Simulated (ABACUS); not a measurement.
**Run report: Au, band-structure run (part 2 of 2)**

Continued. System: Au (Fm-3m, 1 atom in the cell). Method: Kohn-Sham DFT of a periodic cell, BLYP, PseudoDojo NC SR 0.5 PBE stringent, no spin polarisation (ABACUS 3.10.1); cutoff 1360.57 eV, 10×10×10 k-mesh, fermi-dirac of 0.05 eV. The structure derives from an entry of the Crystallography Open Database.

Geometry of the input (Å; fractional positions):
```
2.8779  0.0000  0.0000
1.4390  2.4924  0.0000
1.4390  0.8308  2.3498
Au 0.0000  0.0000  0.0000
```

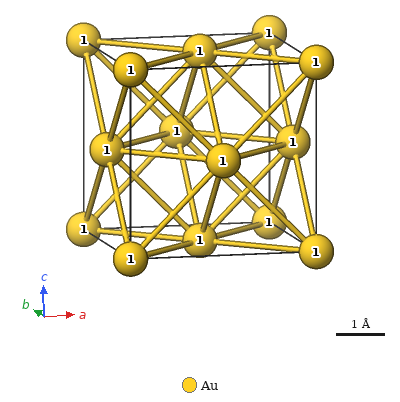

Fig. 1: The input geometry (ball-and-stick view of the cell 4 times as large as that of the calculation, set on its symmetry axes, seen slightly off an axis; atoms are numbered from 1 in the order of the input).

### Log, continued
```
 -------------------------------------------

 SETUP SEARCHING RADIUS FOR PROGRAM TO SEARCH ADJACENT ATOMS
                  longest orb rcut (Bohr) = 7
   longest nonlocal projector rcut (Bohr) = 1.62
                     search radius (Bohr) = 17.2
              searching radius is (Bohr)) = 17.2
         searching radius unit is (Bohr)) = 1.89
                         PeriodicBoundary = 1
                        Radius(unit:lat0) = 9.12
                                   glayer = [ 5, 5, 5 ]
                             glayer_minus = [ 4, 4, 4 ]

Find the coordinate range of the input atom(unit:lat0).
                                  min_tau = [ -23, -13.3, -9.4 ]
                                  max_tau = [ 23, 13.3, 9.4 ]
                                BoxNumber = [ 9, 9, 9 ]

 SETUP EXTENDED REAL SPACE GRID FOR GRID INTEGRATION
                          real space grid = [ 36, 36, 36 ]
                 big cell numbers in grid = [ 12, 12, 12 ]
             meshcell numbers in big cell = [ 3, 3, 3 ]
                        extended fft grid = [ 19, 19, 19 ]
                dimension of extened grid = [ 51, 51, 51 ]
                            UnitCellTotal = 125
              Atom number in sub-FFT-grid = 1
    Local orbitals number in sub-FFT-grid = 26
                                ParaV.nnr = 15717
                                 init_chg = atomic

 LCAO ALGORITHM --------------- ION=   1  ELEC=   1--------------------------------

 Density error is 0.0419141184063
----------------------------------------------------------
     Energy           Rydberg                 eV
----------------------------------------------------------
 E_KohnSham     -295.9629832281      -4026.7829689812
 E_Harris       -298.5691591329      -4062.2418112762
 E_Fermi        1.6240958712         22.0969579460
----------------------------------------------------------

 LCAO ALGORITHM --------------- ION=   1  ELEC=   2--------------------------------

 Density error is 0.01582322732
----------------------------------------------------------
     Energy           Rydberg                 eV
----------------------------------------------------------
 E_KohnSham     -295.9772836815      -4026.9775366308
 E_Harris       -294.8340984065      -4011.4237030218
 E_Fermi        1.5676631982         21.3291520405
----------------------------------------------------------

 LCAO ALGORITHM --------------- ION=   1  ELEC=   3--------------------------------

 Density error is 0.00306825410621
----------------------------------------------------------
     Energy           Rydberg                 eV
----------------------------------------------------------
 E_KohnSham     -295.9794327916      -4027.0067767739
 E_Harris       -296.0070909930      -4027.3830859098
 E_Fermi        1.5840336918         21.5518840320
----------------------------------------------------------

 LCAO ALGORITHM --------------- ION=   1  ELEC=   4--------------------------------

 Density error is 0.000133902751809
----------------------------------------------------------
     Energy           Rydberg                 eV
----------------------------------------------------------
 E_KohnSham     -295.9794343145      -4027.0067974937
 E_Harris       -295.9838608645      -4027.0670237959
 E_Fermi        1.5830006246         21.5378284323
----------------------------------------------------------

 LCAO ALGORITHM --------------- ION=   1  ELEC=   5--------------------------------

 Density error is 4.72234427133e-05
----------------------------------------------------------
     Energy           Rydberg                 eV
----------------------------------------------------------
 E_KohnSham     -295.9794343511      -4027.0067979918
 E_Harris       -295.9767278168      -4026.9699737031
 E_Fermi        1.5828641663         21.5359718213
----------------------------------------------------------

 LCAO ALGORITHM --------------- ION=   1  ELEC=   6--------------------------------

 Density error is 2.86148113073e-06
----------------------------------------------------------
     Energy           Rydberg                 eV
----------------------------------------------------------
 E_KohnSham     -295.9794343599      -4027.0067981119
 E_Harris       -295.9792839667      -4027.0047519066
 E_Fermi        1.5829068513         21.5365525812
----------------------------------------------------------

 LCAO ALGORITHM --------------- ION=   1  ELEC=   7--------------------------------

 Density error is 1.67106459173e-07
----------------------------------------------------------
     Energy           Rydberg                 eV
----------------------------------------------------------
 E_KohnSham     -295.9794343599      -4027.0067981115
 E_Harris       -295.9794244695      -4027.0066635462
 E_Fermi        1.5829093344         21.5365863653
----------------------------------------------------------

 LCAO ALGORITHM --------------- ION=   1  ELEC=   8--------------------------------

 Density error is 1.30697804905e-08
----------------------------------------------------------
     Energy           Rydberg                 eV
----------------------------------------------------------
 E_KohnSham     -295.9794343600      -4027.0067981135
 E_KS(sigma->0) -295.9792994295      -4027.0049622898
 E_Harris       -295.9794352269      -4027.0068099082
 E_band         -14.0942110664       -191.7615793180
 E_one_elec     -80.8342689848       -1099.8066518573
 E_Hartree      51.8111533442        704.9269054335
 E_xc           -51.7570727623       -704.1911013677
 E_Ewald        -215.1989760962      -2927.9322786745
 E_entropy(-TS) -0.0002698610        -0.0036716475
 E_descf        0.0000000000         0.0000000000
 E_exx          0.0000000000         0.0000000000
 E_Fermi        1.5829095188         21.5365888737
----------------------------------------------------------

 charge density convergence is achieved
 final etot is -4027.0067981 eV
 EFERMI = 21.536588874 eV

 STATE ENERGY(eV) AND OCCUPATIONS    NSPIN == 1
 1/47 kpoint (Cartesian) = 0.0000 0.0000 0.0000 (481 pws)
       1       -84.1403     0.00200000
       2       -35.3736     0.00200000
       3       -35.3736     0.00200000
       4       -35.3736     0.00200000
       5        11.6270     0.00200000
       6        16.7233     0.00200000
       7        16.7233     0.00200000
       8        16.7233     0.00200000
       9        18.2625     0.00200000
      10        18.2625     0.00200000
      11        36.4592        0.00000
      12        40.3966        0.00000
      13        40.3966        0.00000
      14        40.3966        0.00000
      15        51.4827        0.00000
      16        51.4827        0.00000
      17        51.4827        0.00000
      18        51.9995        0.00000
      19        51.9995        0.00000
      20        51.9995        0.00000

 2/47 kpoint (Cartesian) = 0.034747 0.020061 0.014186 (480 pws)
       1       -84.1391      0.0160000
       2       -35.3957      0.0160000
       3       -35.3770      0.0160000
       4       -35.3770      0.0160000
       5        11.9773      0.0160000
       6        16.6199      0.0160000
       7        16.8376      0.0160000
       8        16.8376      0.0160000
       9        18.2150      0.0160000
      10        18.2150      0.0160000
      11        36.8388        0.00000
      12        38.7651        0.00000
      13        40.8427        0.00000
      14        40.8427        0.00000
      15        47.4810        0.00000
      16        48.9826        0.00000
      17        48.9826        0.00000
      18        53.4512        0.00000
      19        53.4512        0.00000
      20        54.3390        0.00000

 3/47 kpoint (Cartesian) = 0.069495 0.040123 0.028371 (480 pws)
       1       -84.1360      0.0160000
       2       -35.4532      0.0160000
       3       -35.3857      0.0160000
       4       -35.3857      0.0160000
       5        12.9075      0.0160000
       6        16.5010      0.0160000
       7        17.0125      0.0160000
       8        17.0125      0.0160000
       9        18.2570      0.0160000
      10        18.2570      0.0160000
      11        34.9460        0.00000
      12        37.8312        0.00000
      13        41.8162        0.00000
      14        41.8162        0.00000
      15        44.7125        0.00000
      16        46.0607        0.00000
      17        46.0607        0.00000
      18        54.2890        0.00000
      19        54.2890        0.00000
      20        56.2855        0.00000

 4/47 kpoint (Cartesian) = 0.10424 0.060184 0.042557 (474 pws)
       1       -84.1321      0.0160000
       2       -35.5237      0.0160000
       3       -35.3965      0.0160000
       4       -35.3965      0.0160000
       5        13.8380      0.0160000
       6        16.9395      0.0160000
       7        16.9395      0.0160000
       8        17.0711      0.0160000
       9        18.6901      0.0160000
      10        18.6901      0.0160000
      11        30.9115    5.94762e-84
      12        37.3245        0.00000
      13        41.1661        0.00000
      14        41.1661        0.00000
      15        45.7768        0.00000
      16        45.7768        0.00000
      17        45.7875        0.00000
      18        54.5095        0.00000
      19        54.5095        0.00000
      20        56.9503        0.00000

 5/47 kpoint (Cartesian) = 0.13899 0.080245 0.056742 (473 pws)
       1       -84.1290      0.0160000
       2       -35.5804      0.0160000
       3       -35.4052      0.0160000
       4       -35.4052      0.0160000
       5        14.1068      0.0160000
       6        16.7644      0.0160000
       7        16.7644      0.0160000
       8        18.9778      0.0160000
       9        19.2442      0.0160000
      10        19.2442      0.0160000
      11        26.9690    1.04493e-49
      12        36.5116        0.00000
      13        39.4383        0.00000
      14        39.4383        0.00000
      15        47.5667        0.00000
      16        47.5667        0.00000
      17        48.5615        0.00000
      18        54.2018        0.00000
      19        54.2018        0.00000
      20        56.6799        0.00000

 6/47 kpoint (Cartesian) = 0.17374 0.10031 0.070928 (471 pws)
       1       -84.1278     0.00800000
       2       -35.6020     0.00800000
       3       -35.4086     0.00800000
       4       -35.4086     0.00800000
       5        14.1107     0.00800000
       6        16.6880     0.00800000
       7        16.6880     0.00800000
       8        19.4902     0.00800000
       9        19.4902     0.00800000
      10        20.7437     0.00800000
      11        24.5724    3.42036e-29
      12        36.2134        0.00000
      13        38.7379        0.00000
      14        38.7379        0.00000
      15        48.5408        0.00000
      16        48.5408        0.00000
      17        49.0395        0.00000
      18        53.8793        0.00000
      19        53.8793        0.00000
      20        56.5913        0.00000

[... levels at 41 further k points ...]

 correction force for each atom along direction 1 is -4.29243e-14
 correction force for each atom along direction 2 is 2.15592e-14
 correction force for each atom along direction 3 is 7.43871e-14
------------------------------------------------------------------------------------------
 TOTAL-FORCE (eV/Angstrom)
------------------------------------------------------------------------------------------
                       Au1         0.0000000000         0.0000000000         0.0000000000
------------------------------------------------------------------------------------------

----------------------------------------------------------------
 TOTAL-STRESS (KBAR)
----------------------------------------------------------------
       242.6561737096         0.0000000000        -0.0000000000
         0.0000000000       242.6561737049        -0.0000000034
        -0.0000000000        -0.0000000034       242.6561737029
----------------------------------------------------------------
 TOTAL-PRESSURE: 242.656174 KBAR

 --------------------------------------------
 !FINAL_ETOT_IS -4027.0067981134970978 eV
 --------------------------------------------
```

### Summary

| quantity | value |
| --- | --- |
| outcome | converged |
| space group (tolerance 0.01 Å) | Fm-3m (225) |
| electrons treated | 19 |
| free energy | −4027.0068 eV |
| Fermi energy of the self-consistent step | 21.537 eV |
| gap on the k-point mesh | none (metallic) |
| pressure | 24.27 GPa |
| largest force (length of the vector) | under 0.001 eV/Å |
| wall time | 4.7 s (CPU time 16 s) |
| peak memory | 0.36 GiB |

### Notes

Points of doubt noted for this run: home made orbitals. Spin–orbit coupling is left out, which matters for Au. The cell is under a pressure of 24 GPa at this level, so it is not at its equilibrium volume.
